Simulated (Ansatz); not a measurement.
Geometry relaxation, with input and output: Ge₅Si₃ (part 2 of 2)

The same run, continued: Ge₅Si₃ (P1, 16 atoms in the cell); DFT PBEsol, scalar-relativistic, plane waves, PAW, no spin polarisation (Ansatz 0.2.0); cutoff 420 eV, 6×6×6 k-mesh, Gaussian smearing of 0.01 eV. The structure was built on a prototype by a generator; it need not be a known phase.

Geometry of the input (Å; fractional positions):
```
0.0000  0.0000  -6.4757
-3.9227  -6.7943  0.0000
-3.9227  6.7943  0.0000
Ge 0.9371  0.1667  0.8333
Ge 0.9371  0.1667  0.3333
Ge 0.9371  0.6667  0.8333
Si 0.9371  0.6667  0.3333
Ge 0.4371  0.3333  0.1667
Ge 0.4371  0.3333  0.6667
Ge 0.4371  0.8333  0.1667
Si 0.4371  0.8333  0.6667
Ge 0.5629  0.1667  0.8333
Ge 0.5629  0.1667  0.3333
Si 0.5629  0.6667  0.8333
Ge 0.5629  0.6667  0.3333
Si 0.0629  0.3333  0.1667
Si 0.0629  0.3333  0.6667
Ge 0.0629  0.8333  0.1667
Si 0.0629  0.8333  0.6667
```

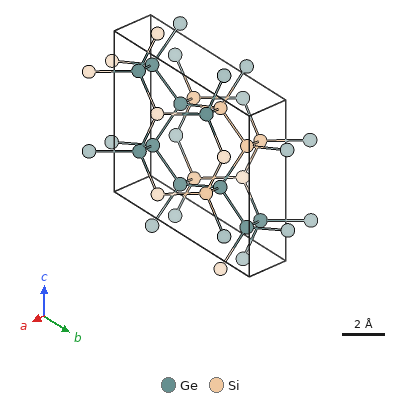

**Figure 1.** The geometry at step 4 of the log (ball-and-stick view of the cell of the calculation, seen slightly off an axis; neighbours outside the cell are drawn fainter).

Output, continued:
```
--- Stress (GPa, compression-positive) ---
        0.000181       0.000115      -0.000089
        0.000115       0.001319      -0.000292
       -0.000089      -0.000292      -0.001418
  P = ⅓ Tr σ = 0.0000 GPa (0.000 kbar)
--- Band table (eV; the first three rows and the last of 112) ---
  k-point 0: bands = ["-16.9760", "-16.9642", "-16.9550", "-16.9537", "-16.9480", "-16.9299", "-16.9232", "-16.9032", "-16.8897", "-16.8853", "-16.8728", "-16.8661", "-16.8619", "-16.8574", "-16.8500", "-16.8427", "-16.8236", "-16.8163", "-16.8131", "-16.8071", "-16.8020", "-16.7979", "-16.7859", "-16.7824", "-16.7810", "-16.7796", "-16.7749", "-16.7719", "-16.7656", "-16.7643", "-16.7597", "-16.7512", "-16.7455", "-16.7420", "-16.7346", "-16.7293", "-16.7239", "-16.7199", "-16.7196", "-16.7005", "-16.6922", "-16.6795", "-16.6792", "-16.6753", "-16.6711", "-16.6599", "-16.6319", "-16.6292", "-16.6207", "-16.6157", "-4.8728", "-2.9564", "-2.8416", "-2.7239", "-2.5803", "-1.3402", "-1.1377", "-1.0337", "-0.6790", "-0.4189", "-0.3227", "0.3150", "1.1130", "1.4660", "1.4787", "3.0911", "3.0935", "3.1426", "4.6516", "4.6957", "4.6972", "4.8553", "4.8673", "4.8701", "6.1866", "6.2102", "6.3525", "6.3981", "6.4475", "7.5432", "7.8732", "7.8864", "8.0176", "8.0676", "8.2708", "8.2898", "8.9748", "9.4331", "9.7810", "9.8824", "9.9617", "10.0512", "10.4632", "10.9104", "11.0102", "11.0934", "11.2042", "11.3173", "11.3997"]
  k-point 1: bands = ["-16.9760", "-16.9644", "-16.9567", "-16.9543", "-16.9482", "-16.9308", "-16.9234", "-16.9018", "-16.8899", "-16.8836", "-16.8731", "-16.8652", "-16.8609", "-16.8553", "-16.8496", "-16.8423", "-16.8229", "-16.8159", "-16.8130", "-16.8071", "-16.8025", "-16.7975", "-16.7860", "-16.7831", "-16.7815", "-16.7795", "-16.7748", "-16.7718", "-16.7659", "-16.7645", "-16.7605", "-16.7511", "-16.7456", "-16.7423", "-16.7340", "-16.7303", "-16.7241", "-16.7213", "-16.7169", "-16.7015", "-16.6921", "-16.6816", "-16.6797", "-16.6777", "-16.6724", "-16.6575", "-16.6333", "-16.6273", "-16.6198", "-16.6144", "-4.7956", "-3.1578", "-2.9319", "-2.7584", "-2.5681", "-1.2255", "-1.0464", "-0.8574", "-0.7945", "-0.4529", "-0.4252", "0.3356", "1.3261", "1.5880", "1.8978", "2.9828", "3.0910", "3.1149", "4.3438", "4.3490", "4.7578", "4.9194", "4.9451", "5.1383", "5.4827", "5.9229", "5.9823", "6.1237", "6.4296", "6.9242", "7.4163", "7.7340", "8.2300", "8.7044", "8.7337", "8.8393", "9.4958", "9.7035", "9.9937", "10.0942", "10.2512", "10.2789", "10.3668", "10.4902", "10.8120", "11.1661", "11.2389", "11.7076", "11.9189"]
  k-point 2: bands = ["-16.9762", "-16.9649", "-16.9592", "-16.9561", "-16.9486", "-16.9324", "-16.9237", "-16.8996", "-16.8899", "-16.8806", "-16.8739", "-16.8643", "-16.8604", "-16.8492", "-16.8477", "-16.8414", "-16.8214", "-16.8146", "-16.8130", "-16.8074", "-16.8042", "-16.7969", "-16.7863", "-16.7847", "-16.7825", "-16.7798", "-16.7747", "-16.7718", "-16.7665", "-16.7649", "-16.7618", "-16.7509", "-16.7460", "-16.7417", "-16.7352", "-16.7301", "-16.7242", "-16.7215", "-16.7147", "-16.7033", "-16.6923", "-16.6891", "-16.6815", "-16.6781", "-16.6729", "-16.6548", "-16.6346", "-16.6259", "-16.6175", "-16.6122", "-4.5674", "-3.6861", "-2.9894", "-2.8189", "-2.3707", "-1.4940", "-1.0650", "-0.7738", "-0.6163", "-0.5120", "-0.0742", "0.3864", "1.6224", "1.8658", "2.8645", "2.9400", "3.1128", "3.1317", "3.7498", "3.7594", "4.3016", "4.9638", "5.0728", "5.1197", "5.3209", "5.3338", "5.5428", "5.7340", "5.7480", "6.6190", "7.0185", "7.3717", "8.4517", "8.9517", "9.5961", "9.6321", "9.8102", "9.8760", "10.1272", "10.2628", "10.7000", "10.7699", "10.9396", "11.2105", "11.2669", "11.3139", "11.3790", "11.4815", "12.2217"]
  k-point 111: bands = ["-16.9677", "-16.9659", "-16.9586", "-16.9582", "-16.9431", "-16.9407", "-16.9182", "-16.9167", "-16.8905", "-16.8774", "-16.8714", "-16.8635", "-16.8598", "-16.8445", "-16.8407", "-16.8285", "-16.8272", "-16.8162", "-16.8124", "-16.8098", "-16.8051", "-16.7975", "-16.7861", "-16.7829", "-16.7821", "-16.7805", "-16.7752", "-16.7737", "-16.7657", "-16.7631", "-16.7602", "-16.7519", "-16.7510", "-16.7432", "-16.7294", "-16.7276", "-16.7233", "-16.7198", "-16.7128", "-16.7066", "-16.6992", "-16.6948", "-16.6830", "-16.6761", "-16.6719", "-16.6652", "-16.6388", "-16.6312", "-16.6096", "-16.6063", "-3.5584", "-3.5000", "-3.4718", "-3.2152", "-2.4284", "-2.2356", "-2.1768", "-2.0174", "0.3074", "0.5759", "0.6117", "0.7720", "2.1479", "2.2714", "2.4311", "2.6265", "3.8680", "3.8930", "3.9512", "3.9827", "4.7844", "4.8851", "4.8986", "4.9366", "5.3665", "5.5155", "5.5406", "5.5555", "5.7603", "6.0220", "6.0440", "6.0610", "8.8910", "9.1157", "9.1443", "9.2112", "9.2772", "9.4845", "9.5471", "9.6279", "11.0594", "11.3062", "11.3732", "11.3909", "11.8159", "11.9750", "12.0241", "12.1212", "12.1980"]
--- Relaxed structure (5 steps of the walk, 5 accepted, 1 SCFs on fresh bases) ---
  F+E_penalty+E_count = -46263.54368899 eV   max|allowed force component| = 4.902e-4 eV/Å   (the final SCF, on the basis selected at the relaxed cell)
  cell:  # Å, volume = 345.8300 Å³
    - [-2.4175382566725293e-5, -0.0006958631171342744, -6.482469897183865]
    - [-3.9245258229576074, -6.796703708587941, -0.0007447390630947089]
    - [-3.924615591142946, 6.796755536273871, 0.0007154504944574463]
  atoms:
    - { symbol: Ge, position: [0.9414440880304671, 0.16513027103536032, 0.8325315962782042] }
    - { symbol: Ge, position: [0.9406305792467161, 0.17111992050666955, 0.335663574884009] }
    - { symbol: Ge, position: [0.9332313024099184, 0.6651267640704719, 0.8278794805941587] }
    - { symbol: Si, position: [0.9418063867763289, 0.6653778249107667, 0.3369264615206981] }
    - { symbol: Ge, position: [0.432308525082707, 0.3348722057767564, 0.16686989299803046] }
    - { symbol: Ge, position: [0.43229392687652435, 0.3381291946985762, 0.66945815296709] }
    - { symbol: Ge, position: [0.44061517981291004, 0.8299002233772115, 0.16267805775694313] }
    - { symbol: Si, position: [0.4340127901814055, 0.8306792900062387, 0.6676566151169058] }
    - { symbol: Ge, position: [0.5611108299853389, 0.16188515073301718, 0.8308460285839053] }
    - { symbol: Ge, position: [0.5619730434557223, 0.16776924381857983, 0.33390532726610367] }
    - { symbol: Si, position: [0.5606214020349738, 0.6684149891210289, 0.8299590324079632] }
    - { symbol: Ge, position: [0.5691746860785223, 0.6684488344717461, 0.33900193908362575] }
    - { symbol: Si, position: [0.06083549854020439, 0.3377613423958958, 0.16851277312181412] }
    - { symbol: Si, position: [0.0608302389336325, 0.33474135194173366, 0.6678278699455997] }
    - { symbol: Ge, position: [0.061376336004691424, 0.8300504631054617, 0.16723573097439284] }
    - { symbol: Si, position: [0.06773518654993742, 0.8305929300304854, 0.6630474665005571] }
```

Trajectory as extended XYZ (Å, eV, eV/Å), 6 frames, from step=1 to step=6:
```
16
Lattice="0.0000 0.0000 -6.4757 -3.9227 -6.7943 0.0000 -3.9227 6.7943 0.0000" Properties=species:S:1:pos:R:3:forces:R:3 step=1 energy=-46263.42530 pressure_GPa=0.21
Ge   -3.9227    4.5295   -6.0684   -0.0006  -0.0185  -0.4115
Ge   -1.9613    1.1324   -6.0684   -0.3769  -0.1995  -0.2712
Ge   -5.8840    1.1324   -6.0684    0.3765  -0.1992   0.1534
Si   -3.9227   -2.2648   -6.0684    0.0008   0.3771  -0.2810
Ge   -1.9613   -1.1324   -2.8305    0.0017   0.0092   0.4362
Ge   -3.9227    2.2648   -2.8305   -0.3532  -0.2127   0.2985
Ge   -3.9227   -4.5295   -2.8305    0.3535  -0.2152  -0.1269
Si   -5.8840   -1.1324   -2.8305   -0.0013   0.3771   0.2257
Ge   -3.9227    4.5295   -3.6452    0.3494   0.2155   0.1247
Ge   -1.9613    1.1324   -3.6452    0.0018  -0.0124  -0.0150
Si   -5.8840    1.1324   -3.6452   -0.0014  -0.3769   0.1519
Ge   -3.9227   -2.2648   -3.6452   -0.3492   0.2147  -0.2938
Si   -1.9613   -1.1324   -0.4073   -0.3349  -0.1858   0.1364
Si   -3.9227    2.2648   -0.4073   -0.0023  -0.0088   0.0106
Ge   -3.9227   -4.5295   -0.4073    0.0020   0.4168   0.1067
Si   -5.8840   -1.1324   -0.4073    0.3342  -0.1816  -0.2448
16
Lattice="0.0000 0.0008 -6.4858 -3.9241 -6.7966 0.0008 -3.9241 6.7966 -0.0008" Properties=species:S:1:pos:R:3:forces:R:3 step=2 energy=-46263.54104 pressure_GPa=-0.04
Ge   -3.9144    4.5381   -6.1086   -0.0188  -0.0406   0.0152
Ge   -1.9857    1.1195   -6.1020   -0.0511   0.0009  -0.0306
Ge   -5.8627    1.1084   -6.0604    0.0517   0.0106   0.0627
Si   -3.9339   -2.2329   -6.1016    0.0197   0.0220   0.0039
Ge   -1.9676   -1.1418   -2.8004    0.0057   0.0279  -0.0316
Ge   -3.9534    2.2552   -2.8100   -0.0018  -0.0305  -0.0013
Ge   -3.8947   -4.5348   -2.8479   -0.0031  -0.0423  -0.0842
Si   -5.8804   -1.1096   -2.8137   -0.0014   0.0340   0.0306
Ge   -3.8953    4.5465   -3.6464   -0.0078   0.0244   0.0485
Ge   -1.9681    1.1310   -3.6522    0.0144  -0.0197   0.0867
Si   -5.8799    1.0993   -3.6415   -0.0096  -0.0172   0.0301
Ge   -3.9527   -2.2429   -3.6826    0.0033   0.0239  -0.0294
Si   -1.9831   -1.1512   -0.3914   -0.0594   0.0070  -0.0156
Si   -3.9344    2.2659   -0.4010    0.0158  -0.0288   0.0134
Ge   -3.9140   -4.5050   -0.3958   -0.0159   0.0308   0.0111
Si   -5.8653   -1.1393   -0.4306    0.0583  -0.0023  -0.1095
16
Lattice="-0.0001 -0.0015 -6.4800 -3.9254 -6.7979 -0.0016 -3.9256 6.7980 0.0015" Properties=species:S:1:pos:R:3:forces:R:3 step=3 energy=-46263.54349 pressure_GPa=-0.00
Ge   -3.9165    4.5361   -6.0999    0.0003  -0.0097   0.0044
Ge   -1.9892    1.1163   -6.0950   -0.0041   0.0091  -0.0013
Ge   -5.8618    1.1049   -6.0470    0.0059   0.0050   0.0000
Si   -3.9347   -2.2333   -6.1041   -0.0025  -0.0047   0.0031
Ge   -1.9702   -1.1428   -2.8022    0.0073   0.0022   0.0009
Ge   -3.9555    2.2517   -2.8009    0.0046   0.0045   0.0065
Ge   -3.8956   -4.5369   -2.8570   -0.0055  -0.0030   0.0060
Si   -5.8806   -1.1091   -2.8137   -0.0074  -0.0031   0.0117
Ge   -3.8965    4.5468   -3.6339   -0.0064   0.0045  -0.0106
Ge   -1.9700    1.1292   -3.6407    0.0079  -0.0063  -0.0044
Si   -5.8808    1.0970   -3.6313   -0.0080   0.0025  -0.0176
Ge   -3.9548   -2.2411   -3.6883    0.0055   0.0002  -0.0119
Si   -1.9870   -1.1505   -0.3947   -0.0034  -0.0027   0.0010
Si   -3.9356    2.2640   -0.3934   -0.0018   0.0005   0.0061
Ge   -3.9153   -4.5054   -0.3989    0.0014   0.0020   0.0031
Si   -5.8640   -1.1385   -0.4397    0.0063  -0.0008   0.0028
16
Lattice="0.0000 -0.0006 -6.4838 -3.9240 -6.7961 -0.0006 -3.9241 6.7962 0.0006" Properties=species:S:1:pos:R:3:forces:R:3 step=4 energy=-46263.54358 pressure_GPa=-0.00
Ge   -3.9149    4.5350   -6.1035    0.0005   0.0009  -0.0023
Ge   -1.9888    1.1176   -6.0986    0.0009   0.0010  -0.0010
Ge   -5.8589    1.1058   -6.0505   -0.0004  -0.0007  -0.0035
Si   -3.9332   -2.2323   -6.1064   -0.0008  -0.0015  -0.0028
Ge   -1.9690   -1.1418   -2.8029    0.0006  -0.0018  -0.0015
Ge   -3.9538    2.2517   -2.8025    0.0000   0.0007  -0.0018
Ge   -3.8947   -4.5352   -2.8572   -0.0002   0.0017  -0.0004
Si   -5.8791   -1.1083   -2.8139   -0.0011  -0.0007  -0.0039
Ge   -3.8955    4.5463   -3.6379    0.0004  -0.0007   0.0012
Ge   -1.9687    1.1288   -3.6438    0.0005   0.0004   0.0000
Si   -5.8793    1.0973   -3.6351   -0.0010   0.0007   0.0018
Ge   -3.9531   -2.2397   -3.6909   -0.0003   0.0004   0.0023
Si   -1.9867   -1.1503   -0.3948    0.0014  -0.0004   0.0023
Si   -3.9342    2.2635   -0.3945   -0.0008   0.0015   0.0029
Ge   -3.9137   -4.5042   -0.3985    0.0011  -0.0014   0.0013
Si   -5.8613   -1.1385   -0.4397   -0.0008  -0.0002   0.0054
16
Lattice="-0.0000 -0.0007 -6.4825 -3.9245 -6.7967 -0.0007 -3.9246 6.7968 0.0007" Properties=species:S:1:pos:R:3:forces:R:3 step=5 energy=-46263.54359 pressure_GPa=-0.00
Ge   -3.9154    4.5355   -6.1024    0.0000   0.0004   0.0001
Ge   -1.9889    1.1177   -6.0975   -0.0001   0.0000   0.0001
Ge   -5.8594    1.1056   -6.0495    0.0002  -0.0003   0.0001
Si   -3.9336   -2.2330   -6.1055    0.0002  -0.0004   0.0002
Ge   -1.9691   -1.1422   -2.8026    0.0002   0.0000   0.0001
Ge   -3.9544    2.2517   -2.8021   -0.0001  -0.0003   0.0001
Ge   -3.8954   -4.5352   -2.8568   -0.0002   0.0005   0.0000
Si   -5.8803   -1.1083   -2.8136    0.0000   0.0001   0.0002
Ge   -3.8961    4.5464   -3.6369    0.0001  -0.0004  -0.0003
Ge   -1.9689    1.1288   -3.6429    0.0001  -0.0003  -0.0001
Si   -5.8805    1.0976   -3.6341   -0.0001   0.0003  -0.0002
Ge   -3.9538   -2.2395   -3.6899   -0.0002   0.0003  -0.0001
Si   -1.9869   -1.1504   -0.3945    0.0000   0.0003   0.0000
Si   -3.9347    2.2639   -0.3941    0.0001   0.0001  -0.0001
Ge   -3.9139   -4.5050   -0.3984    0.0002  -0.0002  -0.0001
Si   -5.8619   -1.1388   -0.4392   -0.0002  -0.0001   0.0000
16
Lattice="-0.0000 -0.0007 -6.4825 -3.9245 -6.7967 -0.0007 -3.9246 6.7968 0.0007" Properties=species:S:1:pos:R:3:forces:R:3 step=6 energy=-46263.54369 pressure_GPa=0.00
Ge   -3.9154    4.5355   -6.1024    0.0000   0.0004   0.0001
Ge   -1.9889    1.1177   -6.0975   -0.0001   0.0000   0.0001
Ge   -5.8594    1.1056   -6.0495    0.0002  -0.0003   0.0001
Si   -3.9336   -2.2330   -6.1055    0.0002  -0.0004   0.0002
Ge   -1.9691   -1.1422   -2.8026    0.0002   0.0000   0.0001
Ge   -3.9544    2.2517   -2.8021   -0.0001  -0.0003   0.0001
Ge   -3.8954   -4.5352   -2.8568   -0.0002   0.0005   0.0000
Si   -5.8803   -1.1083   -2.8136    0.0000   0.0001   0.0002
Ge   -3.8961    4.5464   -3.6369    0.0001  -0.0005  -0.0003
Ge   -1.9689    1.1288   -3.6429    0.0001  -0.0003  -0.0001
Si   -5.8805    1.0976   -3.6341   -0.0001   0.0003  -0.0002
Ge   -3.9538   -2.2395   -3.6899   -0.0002   0.0003  -0.0001
Si   -1.9869   -1.1504   -0.3945    0.0000   0.0003  -0.0001
Si   -3.9347    2.2639   -0.3941    0.0001   0.0001  -0.0001
Ge   -3.9139   -4.5050   -0.3984    0.0002  -0.0002  -0.0001
Si   -5.8619   -1.1388   -0.4392   -0.0002  -0.0001   0.0000
```

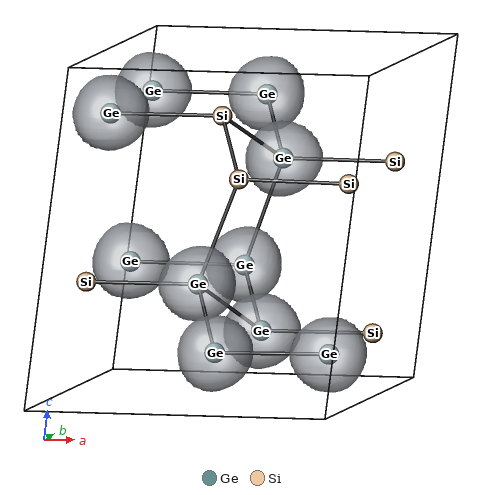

**Figure 2.** Isosurface of the valence pseudo-density at 0.8 e/Å³ (grey), seen slightly off an axis. Sticks mark near contacts. The outline is the cell set on symmetry axes. At this value the density breaks into separate islands; it holds about 60 % of the electrons treated as valence (semicore included). It is pinched off along the Si–Si (2.35 Å), Si–Ge (2.39 Å), Ge–Ge (2.42 Å) and Ge–Ge (2.47 Å) contacts. On the grid the lowest density along these lines, outside the cores, is 0.55 e/Å³ (Si–Si, 2.35 Å), 0.52 e/Å³ (Si–Ge, 2.39 Å), 0.53 e/Å³ (Ge–Ge, 2.42 Å) and 0.47 e/Å³ (Ge–Ge, 2.47 Å). The fields are those of the smooth PAW valence density.

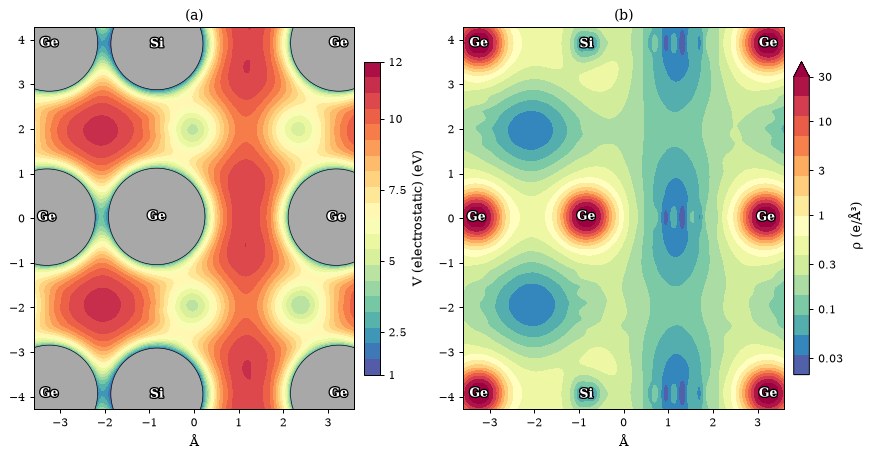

**Figure 3.** (a) electrostatic potential (local pseudopotential plus Hartree) felt by an electron; (b) valence electron density on the (001) plane of the conventional cell. Grey discs, where drawn, cover atomic cores. Atoms in the plane: Ge and Si. Si–Ge (2.41 Å): ρ at the midpoint is about 0.55 e/Å³. Ge–Ge (2.46 Å): ρ at the midpoint is about 0.5 e/Å³. Away from the nuclei the density in this plane falls to 0.01 e/Å³ at its lowest. Outside the cores the potential energy rises away from the atoms and is highest about 2.3 Å from the nearest atoms; outside the discs it spans about 10 eV, and its zero is arbitrary.

Key numbers:

```tsv
quantity	value
outcome	converged
space group (tolerance 0.01 Å)	P1 (1)
electrons treated	164
free energy	−46263.5437 eV
Fermi energy	7.938 eV
gap on the k-point mesh	0.10 eV
pressure	0.00 GPa
final volume	345.83 Å³
largest force (length of the vector) at the end	0.001 eV/Å
final cell	a = 6.482 Å, b = 7.848 Å, c = 7.848 Å, α = 119.99°, β = 90.01°, γ = 89.99°
wall time	14 min (CPU time 55 min)
peak memory	2.8 GiB
```
